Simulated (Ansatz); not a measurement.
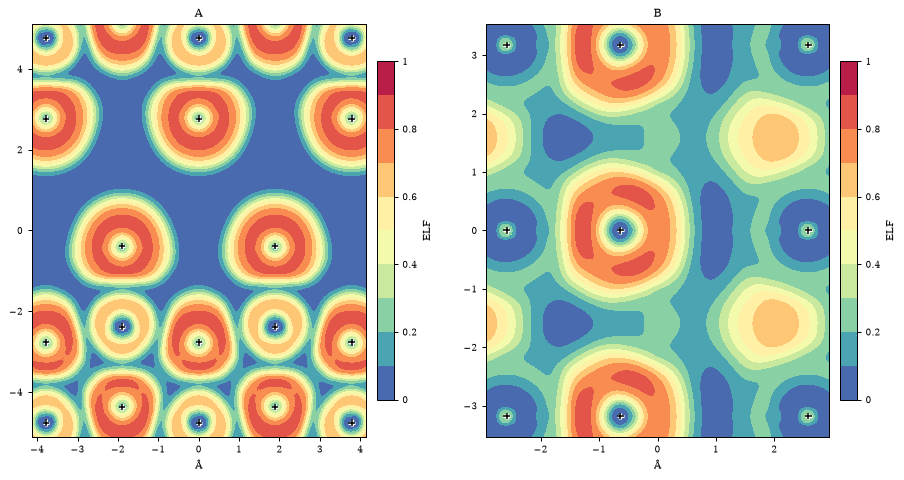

The electron localisation function of 2 systems, each on a plane through atoms (crosses mark nuclei in the plane).

All numbers below come from DFT, PBEsol, plane-wave PAW, default files, scalar-relativistic, frozen cores in Ansatz.

System 1: GaN, the (11̄0) plane of the conventional cell. Space group P6₃mc.

```yaml
crystal:
  lattice:
    - [3.18000, 0.00000, 0.00000]
    - [-1.59000, 2.75396, 0.00000]
    - [0.00000, 0.00000, 5.16600]
  atoms:
    - { symbol: Ga, position: [0.33333, 0.66667, 0.00394] }
    - { symbol: Ga, position: [0.66667, 0.33333, 0.50394] }
    - { symbol: N, position: [0.33333, 0.66667, 0.38106] }
    - { symbol: N, position: [0.66667, 0.33333, 0.88106] }
```

System 2: TiO$_{2}$, the (100) plane of the conventional cell. Space group I4₁/amd; computed without spin polarisation.

Which map belongs to which system?

Panel A is system 2, TiO$_{2}$: the plane holds Ti and O. Ti–O (1.93 Å): the ELF peaks at about 0.80 in the valence shell of O, 0.6 Å from its nucleus, and is about 0.20 at the midpoint (no shared electron pair shows on this line). Panel B is system 1, GaN: the plane holds Ga and N. Ga–N (1.95 Å): the ELF peaks at about 0.85 in the valence shell of N, 0.7 Å from its nucleus, and is about 0.50 at the midpoint.
